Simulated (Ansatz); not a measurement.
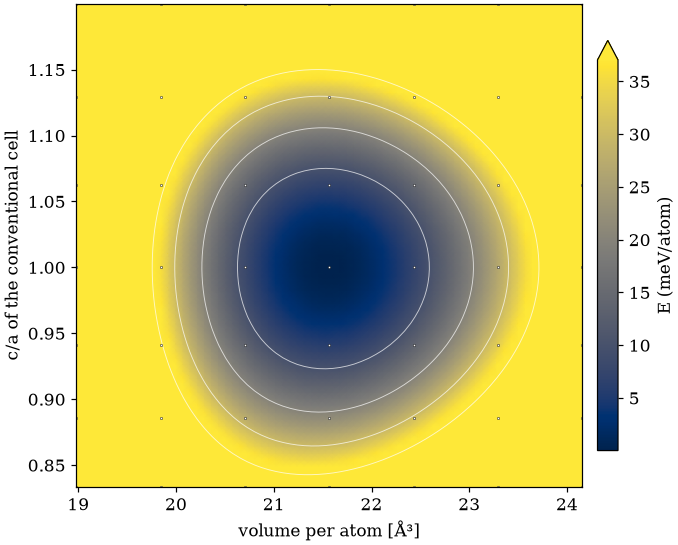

ZnSe (F-43m, No. 216; 2 atoms in the cell). 
- The energy is mapped over volume and the cell's shape.
- The first coordinate is: volume per atom; the second: c/a of the conventional cell.
- Nothing is relaxed (symmetry fixes all fractional coordinates).
- The grid has 7 × 7 points.
- Points are written as (first, second).
- Energies are in meV/atom, from the lowest grid point.
- Theory: DFT LDA, scalar-relativistic, plane waves, PAW (Ansatz). Settings: cutoff 520 eV, k-mesh 10×10×10, gaussian smearing 0.05 eV, no spin polarisation.

The picture shows a smooth colour map with a few white contour lines, dots at the grid points, one colour for all values above the top of the scale. Between grid points the surface is interpolated.

> Estimate the position of the minimum and the force constants in these coordinates.

The interpolated minimum is at volume per atom ≈ 21.57 Å³, c/a of the conventional cell ≈ 1.000. The curvatures there are about 0.041 eV/(Å³)² and 6.9 eV, with a cross term of about 0 eV/Å³ (per cell of 2 atoms). Round the minimum the two coordinates are nearly uncoupled.

PAW datasets: the set soft_1.
